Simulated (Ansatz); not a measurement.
This input was run:

```
crystal:
  lattice:
    - [0.0, 3.4948502666, 3.4948502666]
    - [3.4948502666, 0.0, 3.4948502666]
    - [3.4948502666, 3.4948502666, 0.0]
  atoms:
    - { symbol: Gd, position: [0.0, 0.0, 0.0], spin: 7.0 }
    - { symbol: Gd, position: [0.25, 0.25, 0.25], spin: 7.0 }
magnetization:
  spin_polarized: true
kpoints:
  mp_grid: { grid: [9, 9, 9] }
  band_path:
    path:
      - [0.0, 0.0, 0.0]
      - [0.5, 0.0, 0.5]
      - [0.625, 0.25, 0.625]
      - [0.375, 0.375, 0.75]
      - [0.0, 0.0, 0.0]
      - [0.5, 0.5, 0.5]
      - [0.5, 0.25, 0.75]
      - [0.5, 0.0, 0.5]
    npoints: 8
scf:
  occupations: { method: fermi_dirac, width: 0.03 }
hamiltonian:
  xc: pbe
  pseudopotentials: { kind: all_electron, lapw: { basis_error: 0.0005 } }
output:
  forces: true
  stress: true
  eigenvalues: true
  populations: true
  dos: { projected: true, de: 0.2, e_range: [-14, 8] }
```

Predict the main features of the density of states.

It is a metal. The density of states at the Fermi level isn't well fixed here: it changes fast, and within 0.3 eV it runs from 2.9 to 21 per eV and cell. The two spin channels differ: the cell has a net moment of 15.3 μB, with spin up in the majority. Over the range shown, the centre of the Gd 4f weight lies 2.1 eV below the Fermi level, and about 50 % of the shell is filled. The centres of the two spins are 5.2 eV apart (the exchange splitting).

The run may have settled in a state above the lowest, so this need not be the ground state. Spin-orbit coupling is left out, which matters for Gd.

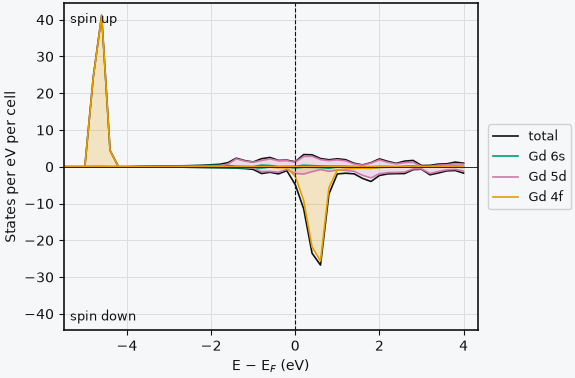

Density of states. Energies are counted from the Fermi level. The partial curves are projected on atomic shells. Spin-down states are drawn negative.

(Drawn from a calculation with Ansatz.)
